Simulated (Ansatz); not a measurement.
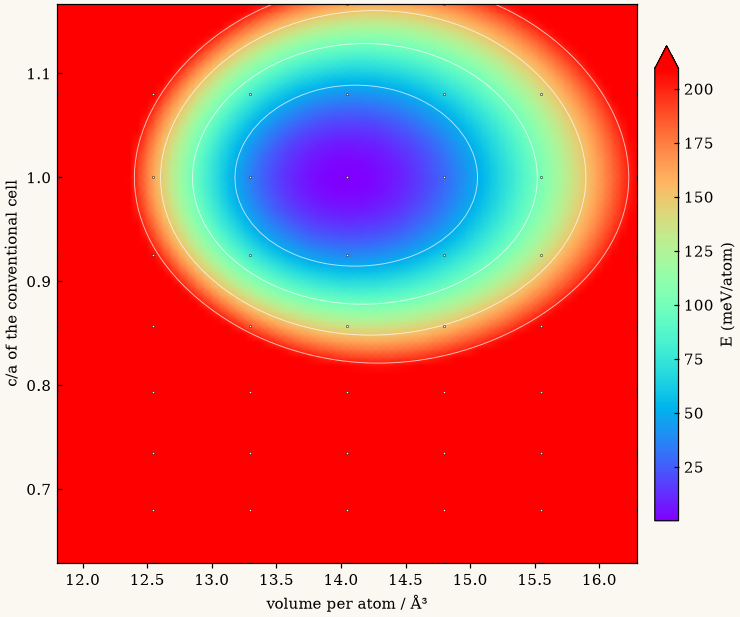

Rh (Fm-3m, No. 225; 1 atom in the cell). 
- The energy is mapped over volume and the cell's shape.
- First axis: volume per atom. Second axis: c/a of the conventional cell.
- Nothing is relaxed (symmetry fixes all fractional coordinates).
- The scan uses a 7 × 9 grid.
- Points are written as (first, second).
- Energies: meV/atom, counted from the lowest grid point.
- Computed with DFT PBE, scalar-relativistic, plane waves, PAW (Ansatz). Settings: cutoff 420 eV, k-mesh 22×22×22, gaussian smearing 0.15 eV, no spin polarisation.

The picture shows a smooth colour map with a few white contour lines, dots at the grid points, one colour for all values above the top of the scale. Between grid points the surface is interpolated.

Estimate the position of the minimum and the force constants in these coordinates.

The interpolated minimum is at volume per atom ≈ 14.05 Å³, c/a of the conventional cell ≈ 1.000. The curvatures there are about 0.11 eV/(Å³)² and 14 eV, with a cross term of about 0 eV/Å³ (per cell of 1 atoms). Round the minimum the two coordinates are nearly uncoupled.

PAW datasets: the set soft_1.
